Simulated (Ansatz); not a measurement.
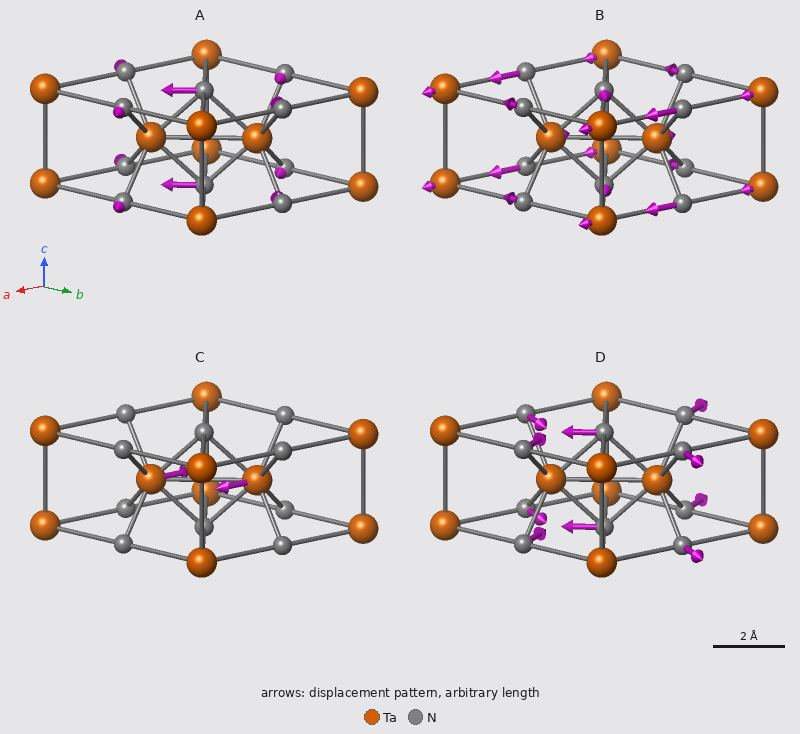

Four optical modes of crystalline TaN at the zone centre, in no order (one member of each degenerate set). The purple arrows give the relative displacements of the atoms. Style: ball-and-stick. Shown: the cell of the calculation, from a free direction.

Computed with DFT PBEsol, scalar-relativistic, plane waves, PAW in Ansatz. (plane-wave cutoff 420 eV; k-point mesh 12 × 12 × 16; occupations gaussian; smearing width 0.15 eV; no spin polarisation)

Q: Order them from the lowest to the highest frequency (imaginary ones first).

A: B (182 cm⁻¹), C (231 cm⁻¹), A (732 cm⁻¹), D (920 cm⁻¹). B, E₁u: It mainly bends the Ta–Ta, N–Ta bonds; the kinetic energy is shared as Ta 72 %, N 28 %. C, E₂g: The Ta (1a) and N atoms stay at rest; all motion is along a; atoms of one kind move against one another, with no net shift of their sublattice. A, E₁u: The Ta (1a) and Ta (2d) atoms hardly move; the kinetic energy is shared as N 96 %, Ta 4 %. D, B₂u: The Ta (1a) and Ta (2d) atoms stay at rest; atoms of one kind move against one another, with no net shift of their sublattice. Not drawn: 2 imaginary levels (547i cm⁻¹, 234i cm⁻¹), so the structure is unstable. The crystal is metallic in this run.
